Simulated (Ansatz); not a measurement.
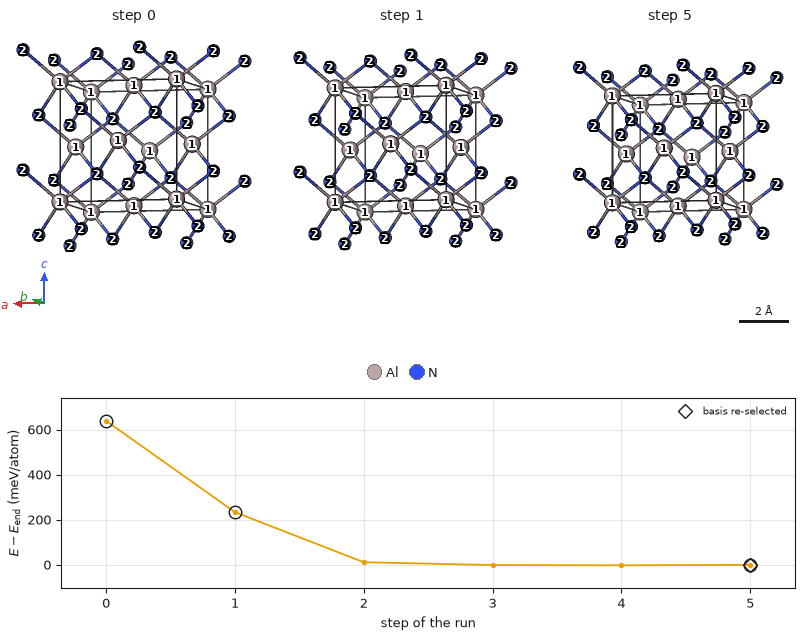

Frames of a relaxation of solid AlN (a generated structure, set up in F-43m) (coarse preliminary run), marked on the history of the run. The picture is a ball-and-stick view of the conventional cell (4 times the calculation's cell), seen from a free direction. Lengths and directions refer to the drawn axes.

Case: As → N on all its sites, cell and atoms relaxed.

Computed with DFT PBE, scalar-relativistic, plane waves, PAW (Ansatz 0.2.0). Settings: plane-wave cutoff 420 eV; k-point mesh 8 × 8 × 8; occupations gaussian; smearing width 0.1 eV; no spin polarisation; cell and atoms relaxed; force threshold 0.05 eV/Å; at most 60 steps.

Q: Describe the path.

A: Over 4 accepted moves (5 points after the start) the energy falls by 639 meV per atom. All forces vanish by symmetry, so only the cell relaxes. The pressure goes from −33.26 to −0.42 GPa. At 1 point the geometry stayed and the basis and grid were re-selected for the new cell (energy shift of 2.4 meV per atom at most each time). The atoms keep their places relative to the cell (all moves are under 0.005 Å). The volume changes by −29.7 %, with a = b = c 4.956 → 4.406 Å (−11.1 %). Near-neighbour distances that change, for instance: Al1–N2 2.146 → 1.908 Å. The space group stays F-43m (No. 216). From step 0 to 1: volume −13.9 %, energy −405 meV per atom. From step 1 to 5: volume −18.3 %, energy −234 meV per atom.

```tsv
step	E − E(0), meV/atom	pressure, GPa	volume, Å³/atom	note
0	0.00	-33.26	15.216	
1	-404.93	-25.95	13.097	
2	-627.18	-7.89	11.185	
3	-639.64	3.31	10.515	
4	-640.98	-0.04	10.695	
5	-638.61	-0.42	10.695	same geometry, new basis
```
